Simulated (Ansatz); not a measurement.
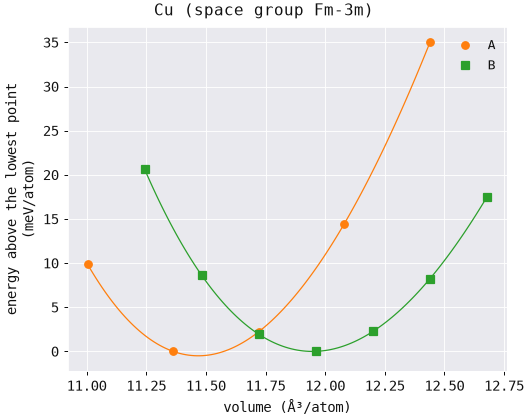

Plotted: energy above the lowest point against volume, with one curve for each functional, for Cu (space group Fm-3m). The labels are replaced by letters. In alphabetical order the cases are: PBE; r2SCAN.

Calculation (Ansatz 0.2.0 development build): equation of state of a cubic crystal from periodic Kohn-Sham density functional theory without spin, third-order Birch-Murnaghan fit to the free energies; pressure corrected for the finite basis.

```
                setting                   value
         structure type                     fcc
          atoms in cell                       1
     space group number                     225
       lattice centring  face-centred primitive
      occupation method             Fermi–Dirac
               datasets              soft-1 PAW
      density tolerance                1e-07 eV
                  bands                      14
   density cutoff ratio                       4
search for lower states                 default
```

Question: Which letter stands for which functional?

Answer: A: r2SCAN; B: PBE.

Note: modest k-mesh, values are not fully converged in k (r2SCAN).
